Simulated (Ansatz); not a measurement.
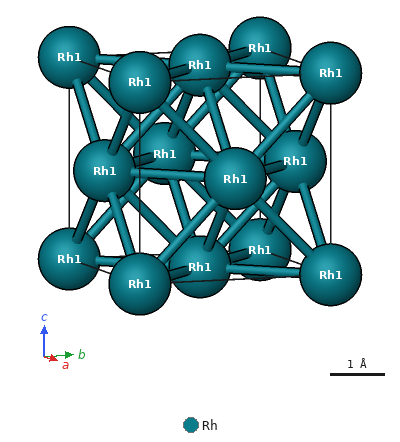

**Figure 1.** The input geometry of the first run (ball-and-stick view of the cell 4 times as large as that of the calculation, set on its symmetry axes, seen slightly off an axis; atoms are numbered from 1 in the order of the input).

## What a change does: geometry relaxation on Rh

System: Rh (Fm-3m, 1 atom in the cell).
Method of the first run: Kohn-Sham DFT of a periodic cell, PBEsol with D4, Ansatz PAW, no spin polarisation (Ansatz 0.2.0).

The structure derives from an entry of the Crystallography Open Database. Text and figures count atoms from 1; the logs count them from 0 in places.

**Input, the first run**
```yaml
crystal:
  lattice:
    - [0.0, 1.89785, 1.89785]
    - [1.89785, 0.0, 1.89785]
    - [1.89785, 1.89785, 0.0]
  atoms:
    - { symbol: Rh, position: [0.0, 0.0, 0.0] }
hamiltonian:
  xc: pbesol
  pseudopotentials: { kind: paw }
  dispersion: d4
kpoints:
  mp_grid: { grid: [12, 12, 12] }
scf:
  occupations: { method: fermi_dirac, width: 0.05 }
output:
  forces: true
  stress: true
relax:
  f_tol: 0.01
  max_steps: 40
  cell: { stress_tol: 0.05 }
```

Command:
```bash
ansatz run input.yaml --threads 2 --pin off --max-ram 5632MiB --backend cpu --events-out ev --progress --plain --runs-dir out
```

Hardware: 2 threads of Arm Neoverse V1, 24 GiB of memory available, shared host.

**Output, shortened to warnings, some set-up lines, iterations and results (the first run)**
```
Basis set: ecut = 420 eV, 283 PW (Γ), exchange–correlation on 36×36×36 points (8 copies of the dense FFT grid, shifted against one another)
Symmetry: 48 space group operations
k-points: 72 of 1728
Initial density: superposition of atomic densities (neutral atoms: chi_scale 0, normalization atom), corrected by the library's trained network
[...]
SCF iter   1: F=—  HF=-6339.251157 eV  |F-HF|=—  |Δ(HF+E_count)|=         —  Δρ=1.09e-2  dr2=1.34e-2  ethr=1.77e-3  ⟨swp⟩=5.1  Hψ=5218  notcnv=0
SCF iter   2: F=—  HF=-6339.247387 eV  |F-HF|=—  |Δ(HF+E_count)|=   3.77e-3  Δρ=4.12e-3  dr2=1.32e-3  ethr=7.88e-5  ⟨swp⟩=2.7  Hψ=2276  notcnv=0
SCF iter   3: F=—  HF=-6339.246984 eV  |F-HF|=—  |Δ(HF+E_count)|=   4.03e-4  Δρ=1.52e-3  dr2=6.12e-5  ethr=7.74e-6  ⟨swp⟩=2.5  Hψ=1411  notcnv=0
SCF iter   4: F=—  HF=-6339.246966 eV  |F-HF|=—  |Δ(HF+E_count)|=   1.88e-5  Δρ=9.21e-5  dr2=3.54e-7  ethr=3.60e-7  ⟨swp⟩=2.1  Hψ=1548  notcnv=0
SCF iter   5: F=-6339.246966 eV  HF=-6339.246966 eV  |F-HF|=1.15e-9  |Δ(HF+E_count)|=   4.01e-8  Δρ=2.23e-5  dr2=1.33e-8  ethr=2.08e-9  ⟨swp⟩=2.0  Hψ=1541  notcnv=0
[... 24 lines ...]
SCF iter   3: F=—  HF=-6339.258638 eV  |F-HF|=—  |Δ(HF+E_count)|=   3.67e-9  Δρ=7.85e-6  dr2=4.95e-9  ethr=1.58e-10  ⟨swp⟩=2.1  Hψ=1234  notcnv=0
SCF iter   4: F=—  HF=-6339.258638 eV  |F-HF|=—  |Δ(HF+E_count)|=   1.14e-9  Δρ=1.53e-6  dr2=3.41e-11  ethr=2.91e-11  ⟨swp⟩=2.8  Hψ=1513  notcnv=0
SCF iter   5: F=-6339.258638 eV  HF=-6339.258638 eV  |F-HF|=0.00e0  |Δ(HF+E_count)|=  8.91e-11  Δρ=6.33e-8  dr2=8.93e-14  ethr=1.00e-12  ⟨swp⟩=5.0  Hψ=3688  notcnv=0
SCF 5 converged in 5 iterations: F = -6339.258638 eV  dr2 = 8.93e-14
relax step   5: F+E_penalty+E_count = -6339.25863795 eV  Δ(F+E_penalty+E_count) = +2.292e-4 eV  max|allowed force component| = 0.000e0 eV/Å  Δτ_max = 0.0000 Å  P = -0.025 GPa …
basis re-selected at this cell: Δ(F+E_penalty+E_count) = +2.292e-4 eV, ΔP = +0.002 GPa vs the last step (what re-selecting the basis moved, of the pressure what is left beyond the Pulay correction that the steps carried, after the strain that the cell walked since its last selection, with what the …
SCF converged after 5 iterations
Free energy (F): -6339.258638 eV
Harris-Foulkes:  -6339.258638 eV  (|F-HF|=0.00e0)
Internal energy: -6339.250951 eV  (E = F + TS)
E sigma→0 (E₀):  -6339.254794 eV
Entropy (-TS):   -0.007687 eV (-7.687 meV/atom)
Fermi energy:    23.309560 eV
--- Per-component energies (eV) ---
  E_band       = -72.275156
  E_kinetic    = 574.310654
  E_local      = -1518.866776  (includes V_loc(G=0)·N_el)
  E_nonlocal   = 356.165750
  E_hartree    = 533.152896
  E_xc         = -221.127449
  E_vxc        = -278.654553  (∫ρ·V_xc dr)
  E_paw        = -3523.772907  (= ΣΔE_a)
  E_vpaw       = -271.536808  (= ΣTr[D̂ρ^β])
  E_aug_tail   = 0.000787  (compensation charges beyond the density's cutoff)
  E_ewald      = -2538.881953
  E_disp       = -0.508152  (pairwise vdW)
  E_core_change = 0.276200  (= ΣΔE_core)
  E_smearing   = -0.007687  (= −TS)
  E_closure    = -0.000000  (closes the sum)
  Σ components = -6339.258638   (vs F -6339.258638, Δ=0.00e0)
--- Forces (eV/Å), atoms counted from 1 ---
  atom   1  Rh    -0.00000000     0.00000000     0.00000000
  max |Σ_I F_I| component: 1.81e-31 eV/Å
--- Stress (GPa, compression-positive) ---
       -0.025039      -0.000000      -0.000000
       -0.000000      -0.025039      -0.000000
       -0.000000       0.000000      -0.025039
  P = ⅓ Tr σ = -0.0250 GPa (-0.250 kbar)
--- Relaxed structure (4 steps of the walk, 4 accepted, 1 SCFs on fresh bases) ---
  F+E_penalty+E_count = -6339.25863795 eV   max|allowed force component| = 0.000e0 eV/Å   (the final SCF, on the basis selected at the relaxed cell)
  cell:  # Å, volume = 13.2633 Å³
    - [5.381986709745966e-34, 1.8787691401612678, 1.8787691401612678]
    - [1.8787691401612678, -5.923369988241123e-34, 1.8787691401612678]
    - [1.8787691401612678, 1.8787691401612678, -4.617680904811628e-34]
  atoms:
    - { symbol: Rh, position: [0.0, 0.0, 0.0] }
```

The input of the second run differs as follows (lines with − go, lines with + come):
```diff
-  xc: pbesol
+  xc: rpbe
```

Predict how the results change.

The total energies belong to different methods, so their difference says nothing on which is more stable or more accurate. The volume per atom goes from 13.26 to 13.39 Å³. The functional changes from PBEsol to RPBE. The SCF takes 22 iterations over all geometry steps against 24.

**Output, shortened to warnings, some set-up lines, iterations and results (the second run)**
```
Basis set: ecut = 420 eV, 283 PW (Γ), exchange–correlation on 36×36×36 points (8 copies of the dense FFT grid, shifted against one another)
Symmetry: 48 space group operations
k-points: 72 of 1728
Initial density: superposition of atomic densities (neutral atoms: chi_scale 0, normalization atom), corrected by the library's trained network
[...]
SCF iter   1: F=—  HF=-6412.002287 eV  |F-HF|=—  |Δ(HF+E_count)|=         —  Δρ=4.31e-3  dr2=1.32e-3  ethr=1.77e-3  ⟨swp⟩=5.1  Hψ=5236  notcnv=0
SCF iter   2: F=—  HF=-6412.002180 eV  |F-HF|=—  |Δ(HF+E_count)|=   1.07e-4  Δρ=2.08e-3  dr2=1.90e-4  ethr=7.75e-6  ⟨swp⟩=2.3  Hψ=1936  notcnv=0
SCF iter   3: F=—  HF=-6412.002166 eV  |F-HF|=—  |Δ(HF+E_count)|=   1.36e-5  Δρ=1.09e-3  dr2=2.72e-5  ethr=1.12e-6  ⟨swp⟩=2.7  Hψ=1483  notcnv=0
SCF iter   4: F=—  HF=-6412.002193 eV  |F-HF|=—  |Δ(HF+E_count)|=   2.68e-5  Δρ=1.29e-4  dr2=4.72e-7  ethr=1.60e-7  ⟨swp⟩=2.1  Hψ=1393  notcnv=0
SCF iter   5: F=-6412.002194 eV  HF=-6412.002194 eV  |F-HF|=3.09e-9  |Δ(HF+E_count)|=   8.09e-7  Δρ=1.68e-5  dr2=9.26e-9  ethr=2.77e-9  ⟨swp⟩=2.0  Hψ=1451  notcnv=0
[... 22 lines ...]
SCF iter   3: F=—  HF=-6412.007462 eV  |F-HF|=—  |Δ(HF+E_count)|=   8.69e-9  Δρ=1.73e-5  dr2=5.93e-9  ethr=2.50e-10  ⟨swp⟩=2.1  Hψ=1223  notcnv=0
SCF iter   4: F=—  HF=-6412.007462 eV  |F-HF|=—  |Δ(HF+E_count)|=   5.74e-9  Δρ=2.11e-6  dr2=1.29e-10  ethr=3.49e-11  ⟨swp⟩=2.0  Hψ=1554  notcnv=0
SCF iter   5: F=-6412.007462 eV  HF=-6412.007462 eV  |F-HF|=1.82e-12  |Δ(HF+E_count)|=  2.40e-10  Δρ=9.86e-8  dr2=1.99e-13  ethr=1.00e-12  ⟨swp⟩=4.0  Hψ=4290  notcnv=0
SCF 5 converged in 5 iterations: F = -6412.007462 eV  dr2 = 1.99e-13
relax step   5: F+E_penalty+E_count = -6412.00746176 eV  Δ(F+E_penalty+E_count) = +2.475e-4 eV  max|allowed force component| = 0.000e0 eV/Å  Δτ_max = 0.0000 Å  P = +0.006 GPa …
basis re-selected at this cell: Δ(F+E_penalty+E_count) = +2.475e-4 eV, ΔP = +0.014 GPa vs the last step (what re-selecting the basis moved, of the pressure what is left beyond the Pulay correction that the steps carried, after the strain that the cell walked since its last selection, with what the …
SCF converged after 5 iterations
Free energy (F): -6412.007462 eV
Harris-Foulkes:  -6412.007462 eV  (|F-HF|=1.82e-12)
Internal energy: -6411.999393 eV  (E = F + TS)
E sigma→0 (E₀):  -6412.003428 eV
Entropy (-TS):   -0.008068 eV (-8.068 meV/atom)
Fermi energy:    23.257066 eV
--- Per-component energies (eV) ---
  E_band       = -72.616694
  E_kinetic    = 574.470809
  E_local      = -1530.009021  (includes V_loc(G=0)·N_el)
  E_nonlocal   = 353.522207
  E_hartree    = 539.509312
  E_xc         = -222.647463
  E_vxc        = -279.268840  (∫ρ·V_xc dr)
  E_paw        = -3594.193942  (= ΣΔE_a)
  E_vpaw       = -270.351337  (= ΣTr[D̂ρ^β])
  E_aug_tail   = 0.000858  (compensation charges beyond the density's cutoff)
  E_ewald      = -2530.870693
  E_disp       = -1.677348  (pairwise vdW)
  E_core_change = -0.104111  (= ΣΔE_core)
  E_smearing   = -0.008068  (= −TS)
  E_closure    = -0.000000  (closes the sum)
  Σ components = -6412.007462   (vs F -6412.007462, Δ=0.00e0)
--- Forces (eV/Å), atoms counted from 1 ---
  atom   1  Rh     0.00000000     0.00000000    -0.00000000
  max |Σ_I F_I| component: 2.67e-32 eV/Å
--- Stress (GPa, compression-positive) ---
        0.006394      -0.000000      -0.000000
       -0.000000       0.006394      -0.000000
       -0.000000      -0.000000       0.006394
  P = ⅓ Tr σ = 0.0064 GPa (0.064 kbar)
--- Relaxed structure (4 steps of the walk, 4 accepted, 1 SCFs on fresh bases) ---
  F+E_penalty+E_count = -6412.00746176 eV   max|allowed force component| = 0.000e0 eV/Å   (the final SCF, on the basis selected at the relaxed cell)
  cell:  # Å, volume = 13.3896 Å³
    - [8.471056004688918e-34, 1.8847162271458704, 1.8847162271458704]
    - [1.8847162271458704, 1.4330733842518848e-33, 1.8847162271458704]
    - [1.8847162271458704, 1.8847162271458704, 1.655995910691067e-34]
  atoms:
    - { symbol: Rh, position: [0.0, 0.0, 0.0] }
```

**The two runs side by side**

```tsv
quantity	the first run	the second run
outcome	converged	converged
free energy per atom (eV)	−6339.2586	−6412.0075
energy per atom, smearing taken to zero (eV)	−6339.2548	−6412.0034
pressure (GPa)	−0.03	0.01
volume per atom (Å³)	13.26	13.39
largest force (eV/Å)	0.000	0.000
SCF iterations	24	22
irreducible k-points	72	72
wall time (shared host)	3.3 s	3.3 s
```

For the second run: Points of doubt noted for this run: forces on files of another functional.
